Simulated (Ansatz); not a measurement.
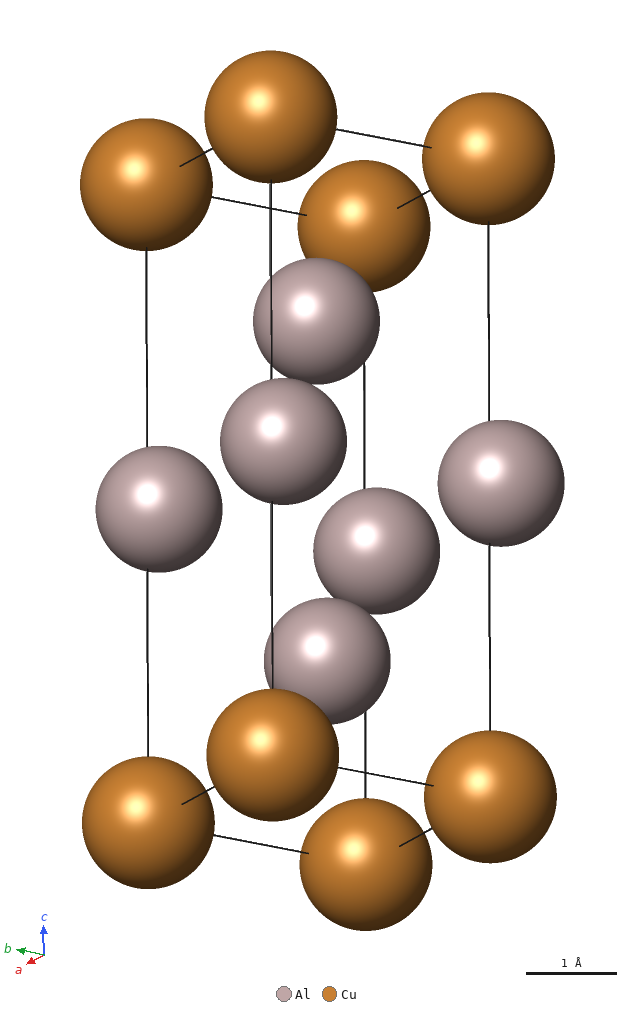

Spheres-only model, viewed from a general direction. Lines trace the edges of the unit cell. Some neighbours outside the box are added.

- It has the composition Al₃Cu.
- No symmetry beyond translations is left (P1).
- One cell contains 3 Al, 1 Cu, 4 atoms in all.

The model was built from a structure listed in the Materials Project. The cell was then strained or its atoms displaced on purpose. A calculation with Ansatz used it as input.

At this level of theory the run's own cell isn't at rest (forces up to 0.6 eV/Å), so its distances can differ from those at equilibrium, the more so the softer the solid.
